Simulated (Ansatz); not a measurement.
## Electronic structure of Al2Ga3As5 in real space

```
Al Ga As
1.0
     4.05758    0.00000    0.00000
     0.00000    4.05758    0.00000
     0.00000    0.00000   28.69804
Al Ga As
4 6 10
Direct
  0.50000 0.50000 0.20015
  0.00000 0.00000 0.70015
  0.00000 0.00000 0.29985
  0.50000 0.50000 0.79985
  0.50000 0.50000 0.39981
  0.00000 0.00000 0.89981
  0.50000 0.50000 0.00000
  0.00000 0.00000 0.50000
  0.00000 0.00000 0.10019
  0.50000 0.50000 0.60019
  0.50000 0.00000 0.34952
  0.00000 0.50000 0.84952
  0.00000 0.50000 0.44991
  0.50000 0.00000 0.94991
  0.00000 0.50000 0.05009
  0.50000 0.00000 0.55009
  0.50000 0.00000 0.15048
  0.00000 0.50000 0.65048
  0.00000 0.50000 0.25000
  0.50000 0.00000 0.75000
```

Space group I-4m2; a structure generated by program, which may or may not match a known phase; computed pressure about −4 GPa in this cell.

Computed with Ansatz, DFT LDA, scalar-relativistic, plane waves, PAW.

The density is the valence pseudo-density of a PAW calculation; it isn't the true density close to the nuclei.

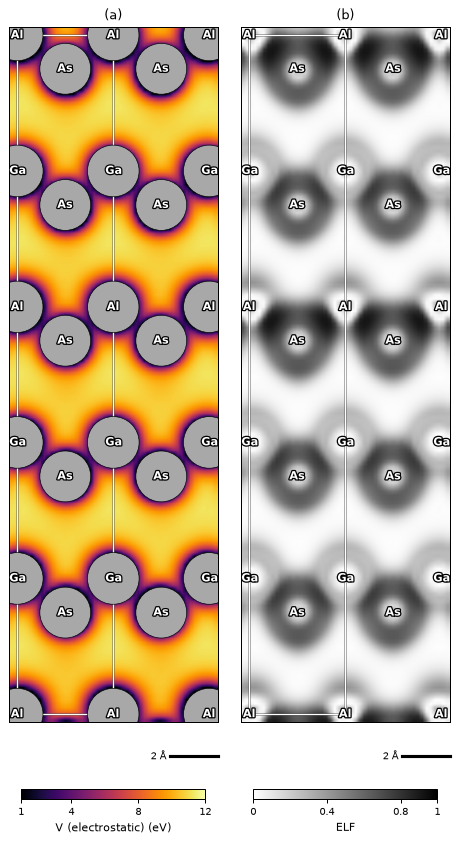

Figure 1. (a) electrostatic potential (local pseudopotential plus Hartree) felt by an electron; (b) ELF on the (100) plane of the conventional cell. Grey discs cover the atomic cores in the potential map.

Question: What does the map show?

Answer:
- Atoms in the plane: Al, Ga and As.
- Al–As (2.48 Å): the ELF peaks at about 0.90 between the atoms; localised, covalent bonding.
- Ga–As (2.49 Å): the ELF peaks at about 0.75 between the atoms: localised, covalent bonding.
- Outside the cores the potential energy rises away from the atoms and is highest about 2.4 Å from the nearest atoms; its zero is arbitrary.

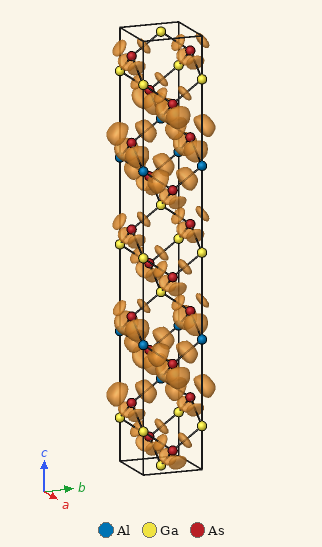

Figure 2. Isosurface of the ELF at 0.7 (orange), seen slightly off an axis. Core shells and regions of very low density are left out. Sticks mark near contacts.

Question: Describe the localisation domains.

Answer: The surface consists of 16 regions between bonded Al–As atoms (shared pairs) and 24 regions between bonded As–Ga atoms (shared pairs), counted in one cell of 20 atoms. Any copies at cell faces, edges or corners count once.

Question: Does the calculation give a band gap?

Answer: It is gapped, with a Kohn–Sham gap of 0.53 eV on the k-point mesh, an upper bound to the gap of this method.

Question: What Bader charges does the calculation give?

Answer: Electrons move from Al and Ga towards As. Bader charges: Al +1.86, Ga +0.61 and As −1.86 to −0.60 e.
